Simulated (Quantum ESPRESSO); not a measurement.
**Energy of Sn along an even scaling of the cell**

System: Sn (I4₁/amd, 2 atoms in the cell).
Method: Kohn-Sham DFT of a periodic cell, PBE, SSSP 1.3 efficiency PBE, no spin polarisation (Quantum ESPRESSO 7.5).

The 7 runs differ only in the geometry, by an even scaling of the cell at fixed fractional positions. The structure derives from a Materials Project entry.

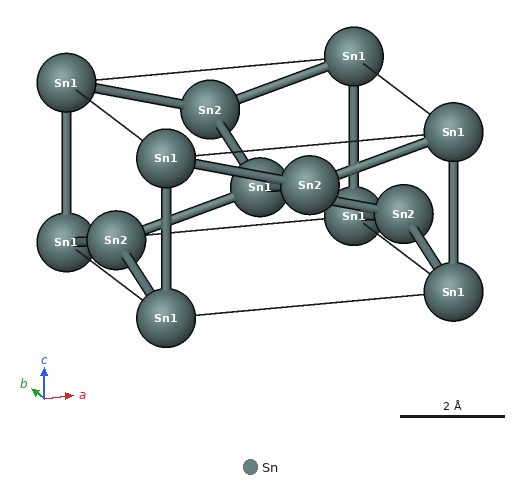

Figure 1. The structure of run 4 (ball-and-stick view of the cell 2 times as large as that of the calculation, set on its symmetry axes, seen slightly off an axis; atoms are numbered from 1 in the order of the input).

**Input of run 4**
```
&CONTROL
  calculation = 'scf'
  prefix = 'pwscf'
  outdir = './tmp'
  pseudo_dir = './pseudo'
  tprnfor = .true.
  tstress = .true.
  disk_io = 'nowf'
/
&SYSTEM
  ibrav = 0
  nat = 2
  ntyp = 1
  ecutwfc = 60
  ecutrho = 480
  nbnd = 21
  occupations = 'smearing'
  smearing = 'fd'
  degauss = 0.00367493
/
&ELECTRONS
  conv_thr = 4d-10
  electron_maxstep = 120
  mixing_beta = 0.5
/
ATOMIC_SPECIES
Sn   118.7100 Sn_pbe_v1.uspp.F.UPF
CELL_PARAMETERS angstrom
  -2.9401404553    2.9401404553    1.5993019889
   2.9401404553   -2.9401404553    1.5993019889
   2.9401404553    2.9401404553   -1.5993019889
ATOMIC_POSITIONS crystal
Sn     0.0000000000    0.0000000000    0.0000000000
Sn     0.7500000000    0.2500000000    0.5000000000
K_POINTS automatic
9 9 9 0 0 0
```

Command:
```bash
OMP_NUM_THREADS=1 pw.x -in pw.in > pw.out
```

Run 5 differs from it as follows:
```diff
-  -2.9401404553    2.9401404553    1.5993019889
-   2.9401404553   -2.9401404553    1.5993019889
-   2.9401404553    2.9401404553   -1.5993019889
+  -2.9596121516    2.9596121516    1.6098937015
+   2.9596121516   -2.9596121516    1.6098937015
+   2.9596121516    2.9596121516   -1.6098937015
```

**Results, with one run withheld**

```tsv
run	volume per atom (Å³)	free energy per atom, from the lowest run given (meV)	pressure (GPa)
1	25.991	37.15	5.33
2	26.544	21.24	3.89
3	27.097	10.04	2.60
4	27.650	3.05	1.44
5	28.203	?	?
6	28.756	0.00	−0.52
7	29.309	3.19	−1.35
```

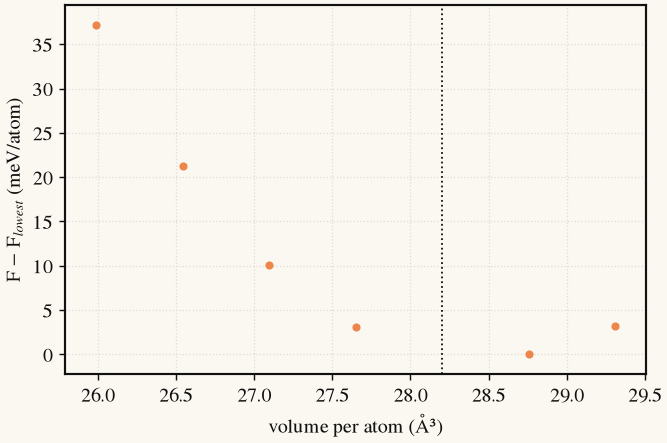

Figure 2. Free energy per atom of the runs given; the dotted line marks run 5.

Fit the runs given and predict run 5.

A cubic polynomial in V^(−2/3) (the Birch–Murnaghan form), fitted to the 6 runs given, misses them by under 0.01 meV per atom. With x = V^(−2/3) − 0.10972 Å⁻², it reads F = 4.3918 + 4056.8 x + 8.4938e+05 x² + 2.5079e+06 x³ (meV per atom). At run 5 it gives −0.16 meV per atom, and the run itself gives −0.16. The slope of the fit gives a pressure −dF/dV of 0.42 GPa there, and the run prints 0.41 GPa. The fit has its minimum at 28.449 Å³ per atom, where V d²F/dV² gives 47.9 GPa. Cell shape and fractional positions are held, so this is the stiffness under even scaling; the relaxed bulk modulus wasn't computed.

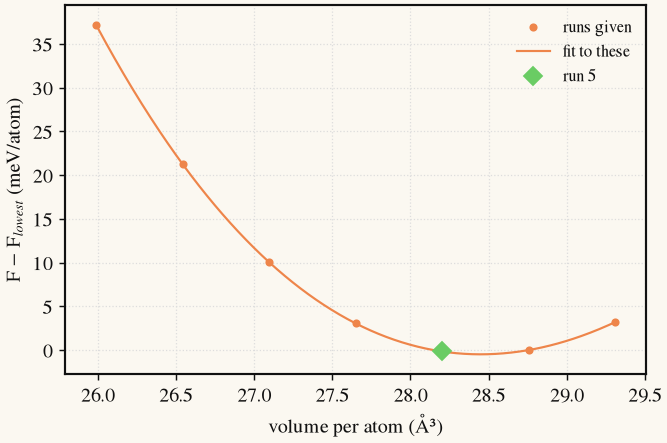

Figure 3. The fit and the withheld run.

**Some lines of the output (run 5)**
```
[...]
     unit-cell volume          =     380.6479 (a.u.)^3
     number of k points=    75  Fermi-Dirac smearing, width (Ry)=  0.0037
     total energy              =    -325.99429933 Ry
     total energy              =    -326.47339978 Ry
     total energy              =    -326.47655911 Ry
     total energy              =    -326.47677467 Ry
     total energy              =    -326.47682271 Ry
     total energy              =    -326.47682326 Ry
     total energy              =    -326.47682361 Ry
     the Fermi energy is    10.2175 ev
!    total energy              =    -326.47682362 Ry
     The total energy is F=E-TS. E is the sum of the following terms:
     Computing stress (Cartesian axis) and pressure
          total   stress  (Ry/bohr**3)                   (kbar)     P=        4.10
```
